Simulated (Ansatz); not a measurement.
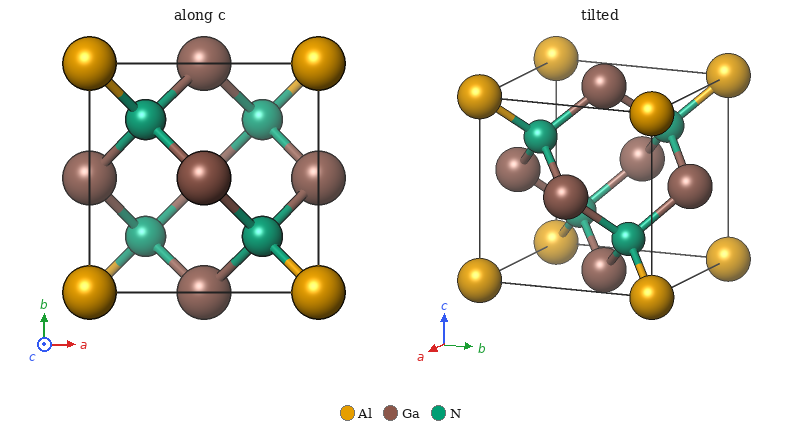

Shown here is a ball-and-stick view of the crystal, taken along the c axis and slightly off an axis. The outline marks the conventional unit cell.

AlGa3N4, space group P-43m (No. 215), a = 4.47 Å, b = 4.47 Å, c = 4.47 Å, α = 90.00°, β = 90.00°, γ = 90.00°.

Level of theory and settings: DFT PBEsol, scalar-relativistic, plane waves, PAW in Ansatz, plane waves up to 420 eV, a 6×6×6 grid in reciprocal space, Gaussian smearing of 0.05 eV, no spin polarisation.

Classify it as metallic or gapped, with the value.

A semiconductor at this level, with a gap of 2.29 eV on the k-mesh (the true edges may lie between mesh points, so the gap can be somewhat smaller).

Origin of the cell: a structure listed in the Materials Project. It was relaxed with Ansatz 0.2.0, DFT PBEsol, scalar-relativistic, plane waves, PAW.
